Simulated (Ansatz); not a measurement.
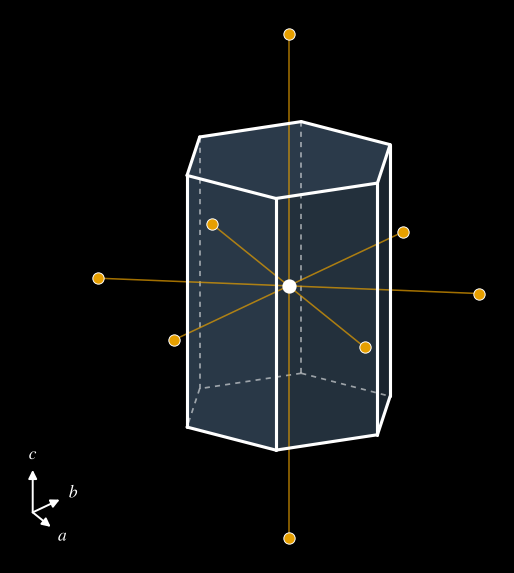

Crystal: H, coordinates from a relaxation with DFT r2SCAN, scalar-relativistic, plane waves, PAW (Ansatz 0.2.0). The Wigner–Seitz cell of the crystal's lattice, with lines to the lattice points that define its faces. Symmetry computed with spglib at a tolerance of 0.002 Å; standard conventional cell.

a = 3.877 Å, b = 3.877 Å, c = 5.433 Å, α = 90.00°, β = 90.00°, γ = 120.00°; lattice centring P.

Which of Fedorov's five parallelohedra is it?

A hexagonal prism: 8 faces (6 with 4 edges, 2 with 6 edges), 18 edges, 12 vertices. Its volume is that of the primitive cell, 70.7 Å³.

Which lattice vectors do the faces bisect?

```tsv
example	length (Å)	faces	edges of each	area (Å²)
a + b	3.88	6	4	12.2
c	5.43	2	6	13.0
```
